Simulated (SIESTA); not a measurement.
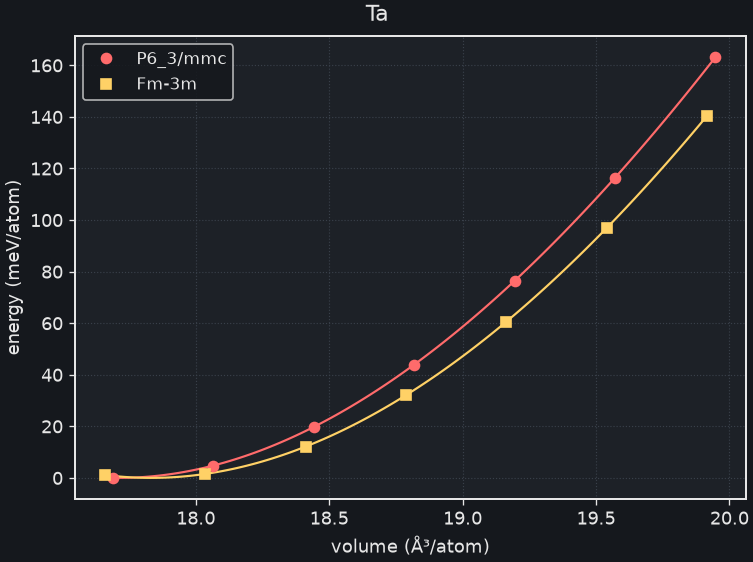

Calculation (SIESTA 5.4.2): DFT in numerical atomic orbitals with pseudopotentials, no spin polarisation; energies at scaled volumes of the given cell, shape and fractions fixed, counted from the fit's minimum, third-order Birch-Murnaghan fit. Level: LDA.

```csv
setting,value
occupations,Fermi–Dirac
smearing width,0.05 eV
potentials,"PseudoDojo 0.4 standard, converted to PSML, two zetas on semicore shells"
```

Energy against volume, with one curve for each structure, for Ta. Each energy curve has its own zero, so the curves don't rank the structures.

Settings that differ: P6_3/mmc: k mesh 11×11×5; Fm-3m: k mesh 11×11×11.

The fitted equilibrium volumes, smallest first, are P6_3/mmc 17.713, Fm-3m 17.832 Å³/atom. The fitted bulk moduli, smallest first, are Fm-3m 216.0, P6_3/mmc 225.2 GPa.

Caveats: the fit and the printed pressures don't fully agree, or the minimum lies near the end of the range (P6_3/mmc); mulliken charges of long orbitals; short basis over semicore shells; shape and atomic fractions are frozen while scaling, which makes layered, chain and framework solids too stiff.
